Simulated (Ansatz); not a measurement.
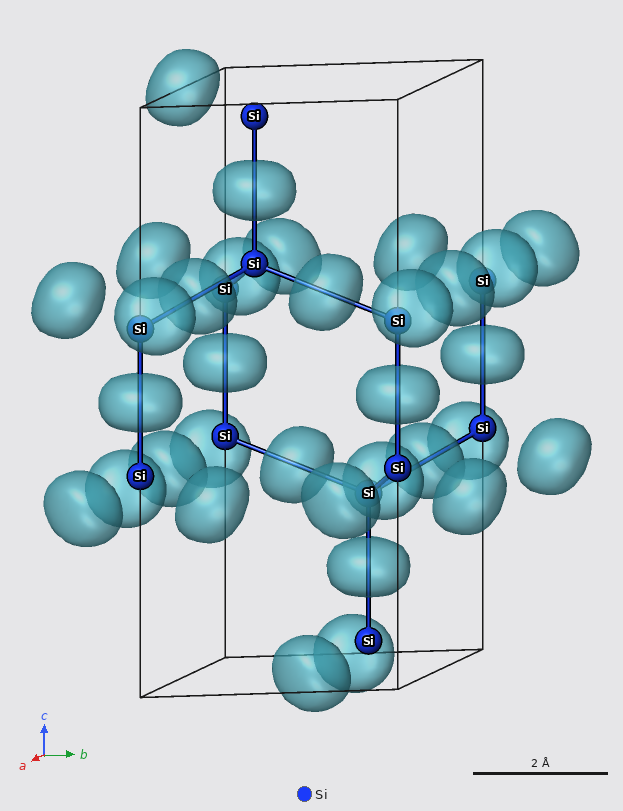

*Si. Isosurface of the electron localisation function at 0.85 (cyan), seen slightly off an axis. Core shells and regions of very low density are left out. Sticks mark near contacts.*

Space group R-3m; not relaxed (largest force 1.0 eV/Å).

These are results of DFT r2SCAN, scalar-relativistic, plane waves, PAW in Ansatz 0.2.0, not measurements.

Core electrons are frozen (PAW), and the valence fields are smoothed inside the atomic spheres.

```yaml
crystal:
  lattice:
    - [2.78876, 0.00000, -2.78876]
    - [-2.78876, 2.78876, 0.00000]
    - [5.18709, 5.18709, 5.18709]
  atoms:
    - { symbol: Si, position: [0.33333, 0.66667, 0.04167] }
    - { symbol: Si, position: [0.00000, 0.00000, 0.37500] }
    - { symbol: Si, position: [0.66667, 0.33333, 0.70833] }
    - { symbol: Si, position: [0.33333, 0.66667, 0.29167] }
    - { symbol: Si, position: [0.00000, 0.00000, 0.62500] }
    - { symbol: Si, position: [0.66667, 0.33333, 0.95833] }
```

Question: Describe the localisation domains.

Answer: At this value the surface marks out twelve regions between bonded Si–Si atoms (shared pairs), counted in one cell of 6 atoms. Regions shared between cells count once. Profiles from the grid: Si–Si (2.25 Å): the ELF peaks at about 0.95 between the atoms: a shared electron pair. Si–Si (2.40 Å): the ELF peaks at about 0.95 between the atoms: a covalent bond.

Question: Does the calculation give a band gap?

Answer: It is gapped, with a Kohn–Sham gap of 0.59 eV on the k-point mesh, an upper bound to the gap of this method.
